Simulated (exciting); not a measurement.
Consider ZnO (zincite), space group P6_3mc.

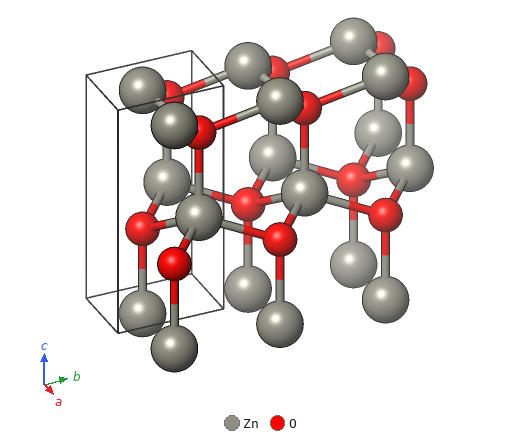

The structure (zinc grey, oxygen red). 2×3×1 cells are drawn. Some periodic images of atoms are drawn too.

```
Zn O
1.0
     3.24931    0.00000    0.00000
    -1.62465    2.81398    0.00000
     0.00000    0.00000    5.20571
Zn O
2 2
Direct
  0.66667 0.33333 0.00000
  0.33333 0.66667 0.50000
  0.33333 0.66667 0.87901
  0.66667 0.33333 0.37901
```

Absorber: atom 1, with 4 O at 1.97 Å (tetrahedral, site symmetry 3m). Method: exciting, all-electron LAPW+lo, PBEsol, exchange and screened direct term (singlet BSE), 5×5×3 shifted k points, 19 conduction bands, |G+q| up to 3 bohr⁻¹, full RPA screening with nempty = 41, Lorentzian half width 0.83 eV.

Q: Predict the Zn K near-edge structure at this level.

Bound core exciton? No bright one: the first bright state (over 5 % of the brightest) lies at 1.46 eV from the Kohn–Sham onset and at 0.57 eV from the lowest bare transition of its own mesh; weaker or dark states reach down to 0.27 eV. Maxima (height): 9.8 eV (1.00) and 20.2 eV (0.60).

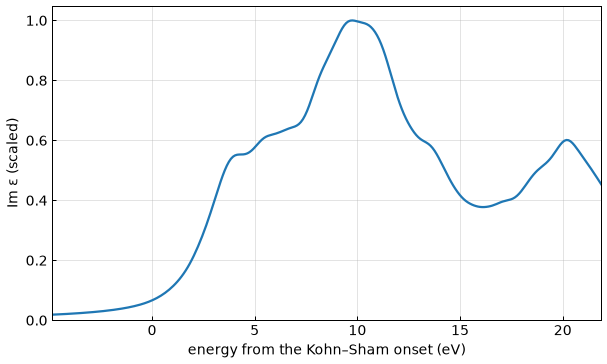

Energy from the Kohn–Sham onset, core level to the lowest empty state found on the meshes used; Im ε in relative units.

Binding energies aren't converged on 75 k points, and fine structure above the first lines is partly noise of the mesh. Exchange and the short-range direct term aren't converged in the kernel cutoff. The zero comes from the unshifted 5×5×3 ground-state mesh; it is exact only where the band minimum lies on that mesh. The structure is a published determination, not relaxed.

[Banner, clock and machine lines of the logs are left out without a mark of their own.]

[Logs are printed without paths, hosts, clocks, repeated set-up lines and the standing remarks that a program may print on its own settings, such as how far it seeks lower states.]

[Hosts, paths, dates, database ids (printed as entryN), source tags and the programs' standing remarks are cut or masked in the printed files.]
